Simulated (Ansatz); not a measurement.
**Run report: AlAs, geometry relaxation (part 1 of 4)**

- system: AlAs (slab, 20 atoms in the cell)
- method: DFT PBEsol, scalar-relativistic, plane waves, PAW, no spin polarisation (Ansatz 0.2.0)

The structure derives from an entry of the Crystallography Open Database. It belongs to a series of runs on one base structure; here: (2 1 1) slab, atoms relaxed.

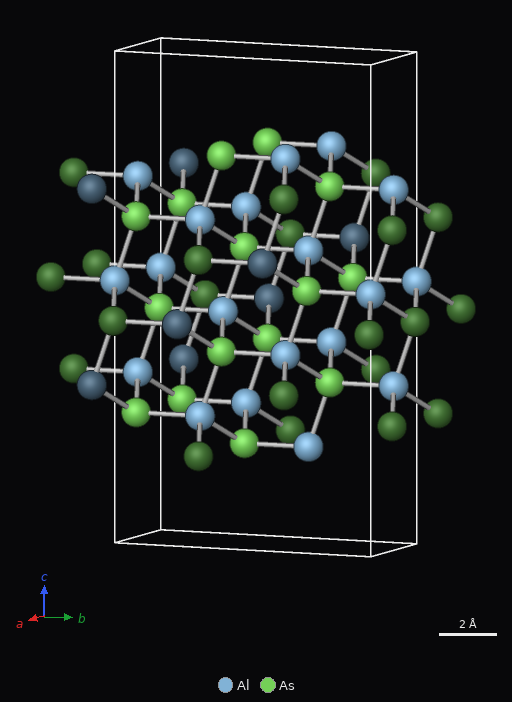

Fig. 1: The structure as given in the input (ball-and-stick view of the cell of the calculation, with the vacuum cut short, seen slightly off an axis; neighbours outside the cell are drawn fainter). An atom can appear more than once, as a periodic image.

## Key numbers

| quantity | value |
| --- | --- |
| outcome | converged |
| electrons treated | 180 |
| free energy | −53378.5788 eV |
| work function, top face | 4.25 eV |
| work function, bottom face | 4.97 eV |
| Fermi energy | 0.772 eV |
| gap on the k-point mesh | none (metallic) |
| final volume | 1002.71 Å³ |
| work function (upper face) | 4.25 eV |
| largest force (length of the vector) at the end | 0.016 eV/Å |
| hardware | 2 threads of AMD EPYC (Zen 5), 32 GiB of memory available, shared host |
| wall time | 8.1 min (CPU time 16 min) |
| peak memory | 2 GiB |

## Remarks

The electronic state found may not be the lowest one. Notes on the run: the exchange-correlation potential is rough where the density is thin.

## Input file
```yaml
crystal:
  lattice:
    - [4.012545656, 0.0, 0.0]
    - [0.0, 9.8286894269, 0.0]
    - [0.0, 0.0, 25.4248994159]
  atoms:
    - { symbol: Al, position: [0.5, 0.6666666667, 0.2949864177] }
    - { symbol: As, position: [0.5, 0.4166666667, 0.2949864177] }
    - { symbol: Al, position: [0.0, 0.3333333333, 0.3405449916] }
    - { symbol: As, position: [0.0, 0.0833333333, 0.3405449916] }
    - { symbol: Al, position: [0.5, 0.0, 0.3861035654] }
    - { symbol: As, position: [0.5, 0.75, 0.3861035654] }
    - { symbol: Al, position: [0.0, 0.6666666667, 0.4316621392] }
    - { symbol: As, position: [0.0, 0.4166666667, 0.4316621392] }
    - { symbol: Al, position: [0.5, 0.3333333333, 0.4772207131] }
    - { symbol: As, position: [0.5, 0.0833333333, 0.4772207131] }
    - { symbol: Al, position: [0.0, 0.0, 0.5227792869] }
    - { symbol: As, position: [0.0, 0.75, 0.5227792869] }
    - { symbol: Al, position: [0.5, 0.6666666667, 0.5683378608] }
    - { symbol: As, position: [0.5, 0.4166666667, 0.5683378608] }
    - { symbol: Al, position: [0.0, 0.3333333333, 0.6138964346] }
    - { symbol: As, position: [0.0, 0.0833333333, 0.6138964346] }
    - { symbol: Al, position: [0.5, 0.0, 0.6594550084] }
    - { symbol: As, position: [0.5, 0.75, 0.6594550084] }
    - { symbol: Al, position: [0.0, 0.6666666667, 0.7050135823] }
    - { symbol: As, position: [0.0, 0.4166666667, 0.7050135823] }
basis:
  ecutwfc: 420
kpoints:
  mp_grid: { grid: [7, 3, 1] }
hamiltonian:
  xc: pbesol
scf:
  occupations: { method: gaussian, width: 0.05 }
output:
  forces: true
  eigenvalues: true
  write_density: true
  write_potential: true
  elf: true
  volumetric_format: npy
relax:
  adjacent_minimum: "off"
  f_tol: 0.02
  max_steps: 60
efield:
  axis: 3
  dipole_correction: true
  ramp_width: 0.04
```

Launched with:
```bash
ansatz run input.yaml --threads 2 --pin off --max-ram 5120MiB --backend cpu --events-out ev --progress --plain --runs-dir out
```

## Output
```
Engine: ansatz 0.2.0, x86_64-unknown-linux-gnu
Pseudopotentials: kind: paw
Pseudopotential: Al, paw, valence charge 3, recommended cutoff 420 eV (normal), Al.paw.azcp
Pseudopotential: As, paw, valence charge 15, recommended cutoff 420 eV (normal), As.paw.azcp
Functional definition: PBEsol
  exchange = pbesol_x
  correlation = pbesol_c
Crystal: 20 atoms, lattice volume = 1002.709 Å³
Basis set: ecut = 420 eV, 19629 PW (Γ), exchange–correlation on 54×144×360 points (8 copies of the dense FFT grid, shifted against one another)
Bands: 110, of which v1, the nominal top of the filled ones, is band 90 counted from 1 (89 counted from 0)
Symmetry: 2 space group operations
Space group: Pm (ITA 6), of the structure as read, at distance tolerance 1.0e-4 Å
k-points: 8 of 21 (time reversal used)
Non-local potential: Al, projectors of the file, l = 0: 2, l = 1: 2, l = 2: 1
Non-local potential: As, projectors of the file, l = 0: 2, l = 1: 2, l = 2: 3, l = 3: 1
PAW form: soft (Blöchl's): semilocal exchange-correlation on the pseudo side does not see the compensation charge
PAW frozen core: Al, regenerated for the run's functional, and the local potential with it (the file was generated under x = pbe(κ = 0.804, μ = 0.2195149727645171), c = pbe(β = 0.06672455060314922))
PAW frozen core: As, regenerated for the run's functional, and the local potential with it (the file was generated under x = pbe(κ = 0.804, μ = 0.2195149727645171), c = pbe(β = 0.06672455060314922))
PAW one-centre angular grid: Al, 110 points (default); XC on 64 Gauss nodes
PAW one-centre angular grid: As, 590 points (default); XC on 64 Gauss nodes
Initial density: superposition of atomic densities (neutral atoms: chi_scale 0, normalization atom), corrected by the library's trained network
Initial wavefunctions: pseudopotential atomic-orbital guess
Functional: x = pbesol(κ = 0.804, μ = 0.12345679012345678), c = pbesol(β = 0.046)
SCF iter   1: F=—  HF=-53376.234373 eV  |F-HF|=—  |Δ(HF+E_count)|=         —  Δρ=3.11e-3  dr2=1.81e0  ethr=1.77e-3  p=0.167 e·Å  D=3.02e-2 V/Å  ΔV_dip=-0.77 eV  dr2_dipole=1.08e0  V_vac-E_F(+/−)=4.31/5.08 eV  ⟨swp⟩=7.0  Hψ=3659  notcnv=0  defer=11
efield: sawtooth ramp at fractional position 0.9800 (placed from the atoms, in the widest stretch of the axis that holds none; the zero of the levels goes with the place), width 0.0400; the density the first Hamiltonian is built on has a dipole p = 0.167 e·Å; the dipole correction subtracts the counter field D = 3.02e-2 V/Å, which shifts the + side's vacuum level by -0.77 eV against the − side's; the planar-averaged density in the ramp window peaks in size at 5.7e-6 e/Å³
preconditioner: auto → LDOS  [metal: Δε(μ)=0.045 eV  Ē_g=7.643 eV  σ=0.050 eV  W_gap=0.48  n_scr=152 (ndim 8)  ℏωp=10.5 eV  f_vac=0.484  D(μ)=9.99/eV (n_scr^D=34)  β→1.0]
SCF iter   2: F=—  HF=-53376.207870 eV  |F-HF|=—  |Δ(HF+E_count)|=   2.65e-2  Δρ=4.13e-3  dr2=4.16e0  ethr=1.01e-3  p=0.298 e·Å  D=5.37e-2 V/Å  ΔV_dip=-1.37 eV  dr2_dipole=3.11e0  V_vac-E_F(+/−)=3.99/5.36 eV  ⟨swp⟩=2.6  Hψ=1063  notcnv=0  defer=118  recentre
SCF iter   3: F=—  HF=-53376.146513 eV  |F-HF|=—  |Δ(HF+E_count)|=   6.14e-2  Δρ=1.81e-3  dr2=7.41e-1  ethr=1.01e-3  p=0.207 e·Å  D=3.73e-2 V/Å  ΔV_dip=-0.95 eV  dr2_dipole=4.76e-1  V_vac-E_F(+/−)=4.18/5.13 eV  ⟨swp⟩=2.0  Hψ=803  notcnv=0  defer=118
SCF iter   4: F=—  HF=-53376.117154 eV  |F-HF|=—  |Δ(HF+E_count)|=   2.94e-2  Δρ=8.29e-4  dr2=8.62e-2  ethr=4.11e-4  p=0.252 e·Å  D=4.55e-2 V/Å  ΔV_dip=-1.16 eV  dr2_dipole=5.37e-2  V_vac-E_F(+/−)=4.07/5.23 eV  ⟨swp⟩=1.6  Hψ=1028  notcnv=0  defer=107
SCF iter   5: F=—  HF=-53376.115093 eV  |F-HF|=—  |Δ(HF+E_count)|=   2.06e-3  Δρ=7.35e-4  dr2=1.17e-1  ethr=4.79e-5  p=0.254 e·Å  D=4.58e-2 V/Å  ΔV_dip=-1.17 eV  dr2_dipole=9.06e-2  V_vac-E_F(+/−)=4.07/5.23 eV  ⟨swp⟩=1.0  Hψ=773  notcnv=0  defer=107
SCF iter   6: F=—  HF=-53376.112915 eV  |F-HF|=—  |Δ(HF+E_count)|=   2.18e-3  Δρ=3.25e-4  dr2=2.17e-2  ethr=4.79e-5  p=0.248 e·Å  D=4.48e-2 V/Å  ΔV_dip=-1.14 eV  dr2_dipole=1.68e-2  V_vac-E_F(+/−)=4.08/5.22 eV  ⟨swp⟩=1.0  Hψ=773  notcnv=0  defer=107
SCF iter   7: F=—  HF=-53376.112335 eV  |F-HF|=—  |Δ(HF+E_count)|=   5.80e-4  Δρ=9.56e-5  dr2=6.89e-4  ethr=1.20e-5  p=0.243 e·Å  D=4.39e-2 V/Å  ΔV_dip=-1.12 eV  dr2_dipole=3.36e-5  V_vac-E_F(+/−)=4.09/5.21 eV  ⟨swp⟩=1.0  Hψ=773  notcnv=0  defer=107
SCF iter   8: F=—  HF=-53376.112440 eV  |F-HF|=—  |Δ(HF+E_count)|=   1.05e-4  Δρ=4.70e-5  dr2=1.36e-4  ethr=3.83e-7  p=0.243 e·Å  D=4.38e-2 V/Å  ΔV_dip=-1.11 eV  dr2_dipole=3.98e-8  V_vac-E_F(+/−)=4.09/5.20 eV  ⟨swp⟩=2.0  Hψ=1117  notcnv=0  defer=107
SCF iter   9: F=—  HF=-53376.112429 eV  |F-HF|=—  |Δ(HF+E_count)|=   1.08e-5  Δρ=2.61e-5  dr2=5.11e-5  ethr=7.57e-8  p=0.242 e·Å  D=4.37e-2 V/Å  ΔV_dip=-1.11 eV  dr2_dipole=3.29e-6  V_vac-E_F(+/−)=4.09/5.20 eV  ⟨swp⟩=2.0  Hψ=1419  notcnv=0  defer=107
SCF iter  10: F=—  HF=-53376.112425 eV  |F-HF|=—  |Δ(HF+E_count)|=   4.10e-6  Δρ=1.62e-5  dr2=1.46e-5  ethr=2.84e-8  p=0.242 e·Å  D=4.37e-2 V/Å  ΔV_dip=-1.11 eV  dr2_dipole=5.76e-8  V_vac-E_F(+/−)=4.09/5.20 eV  ⟨swp⟩=2.0  Hψ=1408  notcnv=0  defer=107
SCF iter  11: F=-53376.112420 eV  HF=-53376.112424 eV  |F-HF|=3.82e-6  |Δ(HF+E_count)|=   1.22e-6  Δρ=9.22e-6  dr2=4.44e-6  ethr=5.56e-9  p=0.242 e·Å  D=4.36e-2 V/Å  ΔV_dip=-1.11 eV  dr2_dipole=2.61e-7  V_vac-E_F(+/−)=4.09/5.20 eV  ⟨swp⟩=24.0  Hψ=8977  notcnv=0
SCF 1 converged in 11 iterations: F = -53376.112420 eV  dr2 = 4.44e-6
  greatest PAW one-centre occupation: 0.999 electrons in one spin orbital (limit 2), on the As atom at site 19 (counted from 0), in its partial waves of l = 2
relax step   1: F+E_penalty+E_count = -53376.11241976 eV  Δ(F+E_penalty+E_count) = +0.000e0 eV  max|allowed force component| = 1.289e0 eV/Å  Δτ_max = 0.0000 Å  (11 SCF iters, dr2 threshold 1.00e-5 eV, accepted)
Initial density: handed on by an earlier stage of this run
Initial wavefunctions: those handed on with the density
iter 1 solved again at ethr=4.41e-4 eV; its pass at ethr=3.10e-3 eV (dr2=7.93e-1 eV) is discarded
SCF iter   1: F=—  HF=-53376.995561 eV  |F-HF|=—  |Δ(HF+E_count)|=         —  Δρ=4.20e-3  dr2=7.99e-1  ethr=4.41e-4  p=0.242 e·Å  D=4.36e-2 V/Å  ΔV_dip=-1.11 eV  dr2_dipole=1.69e-1  V_vac-E_F(+/−)=3.95/5.06 eV  ⟨swp⟩=1.1  Hψ=2849  notcnv=0  defer=98
efield: sawtooth ramp at fractional position 0.9800 (handed on by an earlier solve), width 0.0400; the density the first Hamiltonian is built on has a dipole p = 0.242 e·Å; the dipole correction subtracts the counter field D = 4.36e-2 V/Å, which shifts the + side's vacuum level by -1.11 eV against the − side's; the planar-averaged density in the ramp window peaks in size at 2.4e-7 e/Å³
preconditioner: auto → LDOS  [insulator: Δε(μ)=0.124 eV  Ē_g=7.673 eV  σ=0.050 eV  W_gap=0.92  n_scr=152 (ndim 8)  ℏωp=10.5 eV  f_vac=0.486  D(μ)=3.61/eV (n_scr^D=12)  ε∞_Penn≈2.9  β→1.0]
SCF iter   2: F=—  HF=-53376.976740 eV  |F-HF|=—  |Δ(HF+E_count)|=   1.88e-2  Δρ=2.38e-3  dr2=4.50e-1  ethr=4.41e-4  p=0.265 e·Å  D=4.79e-2 V/Å  ΔV_dip=-1.22 eV  dr2_dipole=8.33e-2  V_vac-E_F(+/−)=3.91/5.13 eV  ⟨swp⟩=3.0  Hψ=1118  notcnv=0  defer=98
SCF iter   3: F=—  HF=-53376.936774 eV  |F-HF|=—  |Δ(HF+E_count)|=   4.00e-2  Δρ=5.81e-4  dr2=3.65e-2  ethr=2.50e-4  p=0.258 e·Å  D=4.65e-2 V/Å  ΔV_dip=-1.18 eV  dr2_dipole=2.36e-2  V_vac-E_F(+/−)=3.89/5.08 eV  ⟨swp⟩=2.9  Hψ=1019  notcnv=0  defer=99
SCF iter   4: F=—  HF=-53376.935962 eV  |F-HF|=—  |Δ(HF+E_count)|=   8.12e-4  Δρ=2.89e-4  dr2=7.25e-3  ethr=2.03e-5  p=0.263 e·Å  D=4.74e-2 V/Å  ΔV_dip=-1.20 eV  dr2_dipole=3.54e-3  V_vac-E_F(+/−)=3.88/5.09 eV  ⟨swp⟩=1.0  Hψ=888  notcnv=0  defer=99
SCF iter   5: F=—  HF=-53376.935998 eV  |F-HF|=—  |Δ(HF+E_count)|=   3.62e-5  Δρ=3.13e-4  dr2=1.03e-2  ethr=4.03e-6  p=0.267 e·Å  D=4.81e-2 V/Å  ΔV_dip=-1.22 eV  dr2_dipole=5.31e-3  V_vac-E_F(+/−)=3.87/5.09 eV  ⟨swp⟩=2.0  Hψ=970  notcnv=0  defer=99
SCF iter   6: F=—  HF=-53376.935734 eV  |F-HF|=—  |Δ(HF+E_count)|=   2.64e-4  Δρ=1.76e-4  dr2=3.19e-3  ethr=4.03e-6  p=0.266 e·Å  D=4.81e-2 V/Å  ΔV_dip=-1.22 eV  dr2_dipole=1.75e-3  V_vac-E_F(+/−)=3.87/5.09 eV  ⟨swp⟩=1.0  Hψ=781  notcnv=0  defer=99
SCF iter   7: F=—  HF=-53376.935672 eV  |F-HF|=—  |Δ(HF+E_count)|=   6.26e-5  Δρ=9.12e-5  dr2=5.27e-4  ethr=1.77e-6  p=0.267 e·Å  D=4.81e-2 V/Å  ΔV_dip=-1.22 eV  dr2_dipole=1.71e-4  V_vac-E_F(+/−)=3.87/5.09 eV  ⟨swp⟩=1.2  Hψ=793  notcnv=0  defer=99
SCF iter   8: F=—  HF=-53376.935635 eV  |F-HF|=—  |Δ(HF+E_count)|=   3.68e-5  Δρ=5.40e-5  dr2=3.14e-4  ethr=2.93e-7  p=0.266 e·Å  D=4.81e-2 V/Å  ΔV_dip=-1.22 eV  dr2_dipole=1.54e-4  V_vac-E_F(+/−)=3.87/5.09 eV  ⟨swp⟩=2.0  Hψ=1085  notcnv=0  defer=99
SCF iter   9: F=-53376.935505 eV  HF=-53376.935618 eV  |F-HF|=1.13e-4  |Δ(HF+E_count)|=   1.72e-5  Δρ=2.52e-5  dr2=8.12e-5  ethr=5.56e-8  p=0.266 e·Å  D=4.80e-2 V/Å  ΔV_dip=-1.22 eV  dr2_dipole=4.19e-5  V_vac-E_F(+/−)=3.87/5.09 eV  ⟨swp⟩=21.9  Hψ=8087  notcnv=0
SCF iter  10: F=-53376.935602 eV  HF=-53376.935615 eV  |F-HF|=1.30e-5  |Δ(HF+E_count)|=   2.48e-6  Δρ=1.37e-5  dr2=1.24e-5  ethr=4.51e-8  p=0.266 e·Å  D=4.80e-2 V/Å  ΔV_dip=-1.22 eV  dr2_dipole=2.48e-6  V_vac-E_F(+/−)=3.87/5.09 eV  ⟨swp⟩=12.9  Hψ=6683  notcnv=0
SCF 2 converged in 10 iterations: F = -53376.935602 eV  dr2 = 1.24e-5
relax step   2: F+E_penalty+E_count = -53376.93560244 eV  Δ(F+E_penalty+E_count) = -8.232e-1 eV  max|allowed force component| = 9.694e-1 eV/Å  Δτ_max = 0.1947 Å  (10 SCF iters, dr2 threshold 1.00e-4 eV, accepted)
[... from here on the SCF iterations and repeated set-up lines of each step are left out, up to the last step ...]
SCF 3 converged in 10 iterations: F = -53377.488912 eV  dr2 = 2.69e-5
relax step   3: F+E_penalty+E_count = -53377.48891170 eV  Δ(F+E_penalty+E_count) = -5.533e-1 eV  max|allowed force component| = 6.040e-1 eV/Å  Δτ_max = 0.1948 Å  (10 SCF iters, dr2 threshold 5.87e-5 eV, accepted)
SCF 4 converged in 10 iterations: F = -53377.859175 eV  dr2 = 4.80e-5
relax step   4: F+E_penalty+E_count = -53377.85917527 eV  Δ(F+E_penalty+E_count) = -3.703e-1 eV  max|allowed force component| = 5.920e-1 eV/Å  Δτ_max = 0.1948 Å  (10 SCF iters, dr2 threshold 1.00e-4 eV, accepted)
SCF 5 converged in 10 iterations: F = -53378.079077 eV  dr2 = 3.78e-5
relax step   5: F+E_penalty+E_count = -53378.07907688 eV  Δ(F+E_penalty+E_count) = -2.199e-1 eV  max|allowed force component| = 4.490e-1 eV/Å  Δτ_max = 0.1950 Å  (10 SCF iters, dr2 threshold 1.00e-4 eV, accepted)
SCF 6 converged in 9 iterations: F = -53378.224311 eV  dr2 = 5.06e-6
relax step   6: F+E_penalty+E_count = -53378.22431091 eV  Δ(F+E_penalty+E_count) = -1.452e-1 eV  max|allowed force component| = 3.684e-1 eV/Å  Δτ_max = 0.2000 Å  (9 SCF iters, dr2 threshold 1.00e-4 eV, accepted)
SCF 7 converged in 7 iterations: F = -53378.322458 eV  dr2 = 1.40e-5
relax step   7: F+E_penalty+E_count = -53378.32245838 eV  Δ(F+E_penalty+E_count) = -9.815e-2 eV  max|allowed force component| = 1.928e-1 eV/Å  Δτ_max = 0.1978 Å  (7 SCF iters, dr2 threshold 7.81e-5 eV, accepted)
SCF 8 converged in 7 iterations: F = -53378.381552 eV  dr2 = 2.03e-6
relax step   8: F+E_penalty+E_count = -53378.38155162 eV  Δ(F+E_penalty+E_count) = -5.909e-2 eV  max|allowed force component| = 1.351e-1 eV/Å  Δτ_max = 0.1948 Å  (7 SCF iters, dr2 threshold 1.02e-5 eV, accepted)
SCF 9 converged in 7 iterations: F = -53378.427596 eV  dr2 = 1.48e-6
relax step   9: F+E_penalty+E_count = -53378.42759616 eV  Δ(F+E_penalty+E_count) = -4.604e-2 eV  max|allowed force component| = 1.344e-1 eV/Å  Δτ_max = 0.1951 Å  (7 SCF iters, dr2 threshold 5.00e-6 eV, accepted)
SCF 10 converged in 7 iterations: F = -53378.479801 eV  dr2 = 1.88e-6
relax step  10: F+E_penalty+E_count = -53378.47980089 eV  Δ(F+E_penalty+E_count) = -5.220e-2 eV  max|allowed force component| = 1.722e-1 eV/Å  Δτ_max = 0.1923 Å  (7 SCF iters, dr2 threshold 8.88e-6 eV, accepted)
SCF 11 converged in 7 iterations: F = -53378.535125 eV  dr2 = 8.83e-6
relax step  11: F+E_penalty+E_count = -53378.53512457 eV  Δ(F+E_penalty+E_count) = -5.532e-2 eV  max|allowed force component| = 1.656e-1 eV/Å  Δτ_max = 0.1952 Å  (7 SCF iters, dr2 threshold 2.93e-5 eV, accepted)
SCF 12 converged in 6 iterations: F = -53378.569840 eV  dr2 = 9.06e-6
relax step  12: F+E_penalty+E_count = -53378.56984013 eV  Δ(F+E_penalty+E_count) = -3.472e-2 eV  max|allowed force component| = 1.484e-1 eV/Å  Δτ_max = 0.1961 Å  (6 SCF iters, dr2 threshold 2.54e-5 eV, accepted)
SCF 13 converged in 7 iterations: F = -53378.574201 eV  dr2 = 3.25e-6
relax step  13: F+E_penalty+E_count = -53378.57420092 eV  Δ(F+E_penalty+E_count) = -4.361e-3 eV  max|allowed force component| = 8.788e-2 eV/Å  Δτ_max = 0.0787 Å  (7 SCF iters, dr2 threshold 1.77e-5 eV, accepted)
SCF 14 converged in 7 iterations: F = -53378.574181 eV  dr2 = 5.09e-7
```
